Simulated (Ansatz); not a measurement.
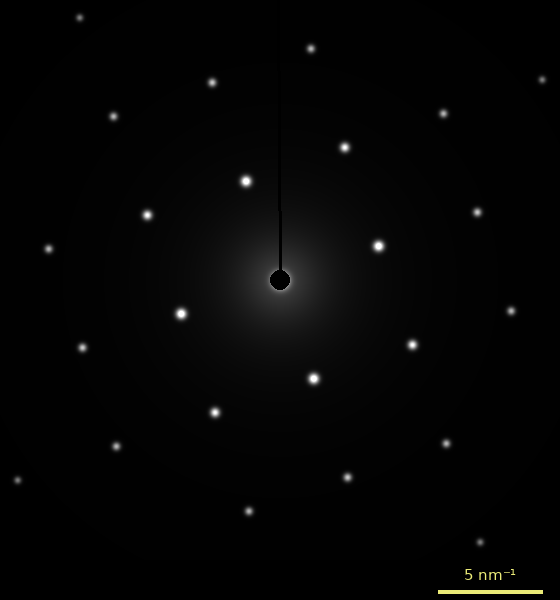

Computed electron diffraction pattern, 300 kV, single scattering only, B = 0.3 Å².

Q: What net do the spots form, and what spacings does it show?

A: The spots form a square net with both shortest vectors at d = 1.99 Å, 90.0° apart.

Q: What is the point symmetry of the pattern, intensities included?

A: 4mm. A zero-layer kinematic pattern is always centrosymmetric (Friedel's law). A fourfold pattern needs a tetragonal or cubic crystal seen along a 4 or -4 axis.

Q: What was simulated?

A: This cannot be fixed from one zone alone; the pattern is [001] of Co, space group Im-3m (No. 229), a = 2.811 Å. The net vectors are 1 -1 0 and 1 1 0. Structure: the input geometry of an electronic-structure calculation (not necessarily at equilibrium); the starting structure was generated, so it need not be a known form of this composition.
